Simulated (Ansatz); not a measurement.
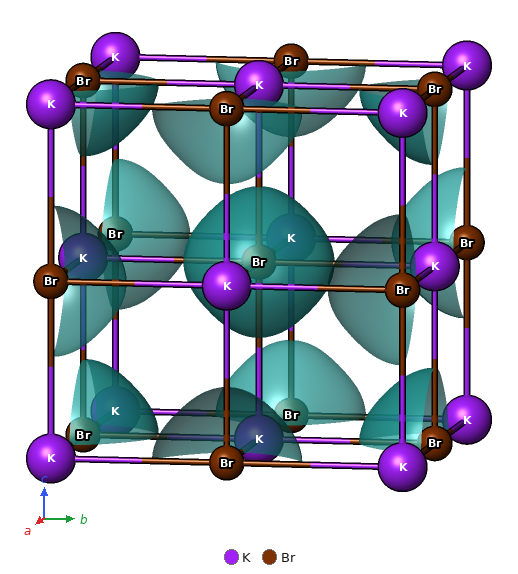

Figure. KBr. Density of the crystal less the sum of free-atom densities: teal surfaces at +0.02, none at −0.02 e/Å³, in the conventional cell seen slightly off an axis (the regions close to the nuclei are left out). Cores are masked to 1.0 Å (K) and 0.8 Å (Br).

Space group Fm-3m.

Level of theory: DFT PBE, scalar-relativistic, plane waves, PAW in Ansatz.

Core electrons are frozen (PAW), so the fields are smoothed inside the atomic spheres.

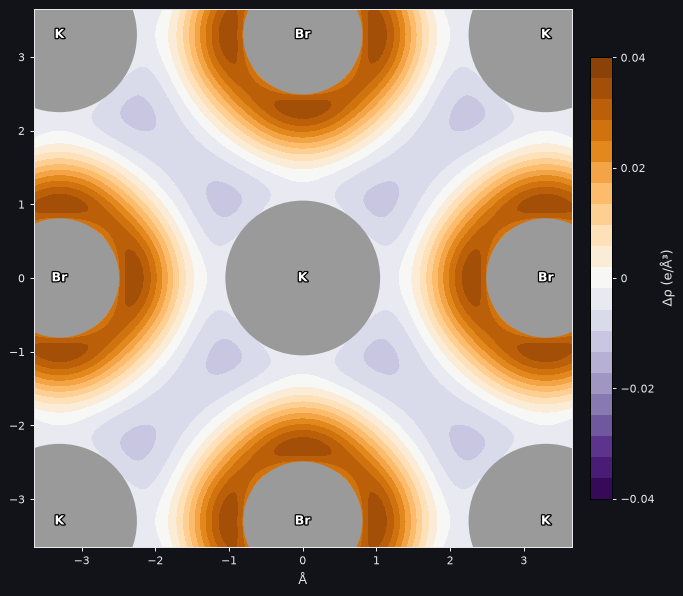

The same field as a map on the (001) plane of the conventional cell, with grey discs over the atomic cores.

**Where does charge go when the atoms form this crystal?**

Br–K (3.30 Å): Δρ is +0.008 e/Å³ at the midpoint, so little or no bond charge builds up halfway.
Over the whole cell, outside the masked cores, the largest gain, 0.03 e/Å³, lies 1.0 Å from a bromine nucleus, and the largest loss, 0.012 e/Å³, lies 1.6 Å from a potassium nucleus.
In all about 0.17 e an atom is rearranged against the free atoms.
Bader charges: K +0.83 and Br −0.83 e.

**Metal or insulator at this level?**

It is gapped, with a Kohn–Sham gap of 4.4 eV on the k-point mesh.
